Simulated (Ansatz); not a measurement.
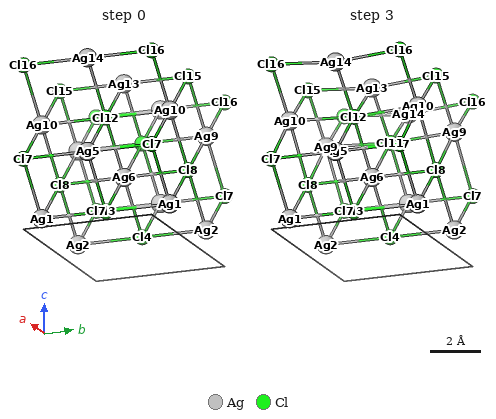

The structure of a slab of composition AgCl (cut from the Fm-3m phase) before (left) and after (right) a constrained relaxation, at one scale.

A ball-and-stick model of the cell of the calculation, outlined in the plane, without the vacuum (origin shifted), seen from a free direction.

Case: clean slab, lower planes held. The slab is the (1 1 0) face of AgCl. 8 atoms are held fixed.

Computed with DFT PBE, scalar-relativistic, plane waves, PAW (Ansatz 0.2.0).

Input file:
```yaml
crystal:
  lattice:
    - [7.9366307866, 0.0, 0.0]
    - [0.0, 5.612045449, 0.0]
    - [0.0, 0.0, 21.95247309]
  atoms:
    - { symbol: Ag, position: [0.25, 0.0, 0.3644236331] }
    - { symbol: Ag, position: [0.75, 0.0, 0.3644236331] }
    - { symbol: Cl, position: [0.25, 0.5, 0.3644236331] }
    - { symbol: Cl, position: [0.75, 0.5, 0.3644236331] }
    - { symbol: Ag, position: [0.5, 0.5, 0.4548078777] }
    - { symbol: Ag, position: [0.0, 0.5, 0.4548078777] }
    - { symbol: Cl, position: [0.5, 0.0, 0.4548078777] }
    - { symbol: Cl, position: [0.0, 0.0, 0.4548078777] }
    - { symbol: Ag, position: [0.75, 0.0, 0.5451921223] }
    - { symbol: Ag, position: [0.25, 0.0, 0.5451921223] }
    - { symbol: Cl, position: [0.75, 0.5, 0.5451921223] }
    - { symbol: Cl, position: [0.25, 0.5, 0.5451921223] }
    - { symbol: Ag, position: [0.0, 0.5, 0.6355763669] }
    - { symbol: Ag, position: [0.5, 0.5, 0.6355763669] }
    - { symbol: Cl, position: [0.0, 0.0, 0.6355763669] }
    - { symbol: Cl, position: [0.5, 0.0, 0.6355763669] }
basis:
  ecutwfc: 420
kpoints:
  mp_grid: { grid: [2, 3, 1] }
hamiltonian:
  xc: pbe
scf:
  occupations: { method: gaussian, width: 0.05 }
output:
  forces: true
  eigenvalues: true
  write_density: true
  write_potential: true
  elf: true
  volumetric_format: npy
relax:
  adjacent_minimum: "off"
  f_tol: 0.03
  max_steps: 70
  constraints: [{ sites: [0, 1, 2, 3, 4, 5, 6, 7] }]
efield:
  axis: 3
  dipole_correction: true
  ramp_width: 0.04
```

Launched with:
```bash
ansatz run input.yaml --threads 4 --pin off --max-ram 10240MiB --backend cpu --events-out ev --progress --plain --runs-dir out
```

**Summarise the run.**

The energy falls by 0.113 eV per cell of the calculation in 3 geometry steps. The largest force component goes from 0.35 to 0.0075 eV/Å. The largest moves, 0.18 Å, are those of Ag13 and Ag14. Ag13 goes along the normal (−c). Largest moves by element: Ag 0.18 Å, Cl 0.04 Å. The lattice vectors keep their values. Near-neighbour distances that change, for instance: Cl11–Ag13 2.806 → 2.661 Å, Cl7–Ag10 2.806 → 2.930 Å, Ag10–Cl15 2.806 → 2.712 Å, Ag5–Cl11 2.806 → 2.829 Å. Among the angles between lasting bonds that change: Cl16–Ag14–Cl16 180.0° → 171.3°, Ag14–Cl16–Ag14 180.0° → 171.3°, Ag13–Cl12–Ag14 90.0° → 96.4°. The run took 73 s on 4 threads of Arm Neoverse V2, with other jobs on the host, peak memory 2 GiB.
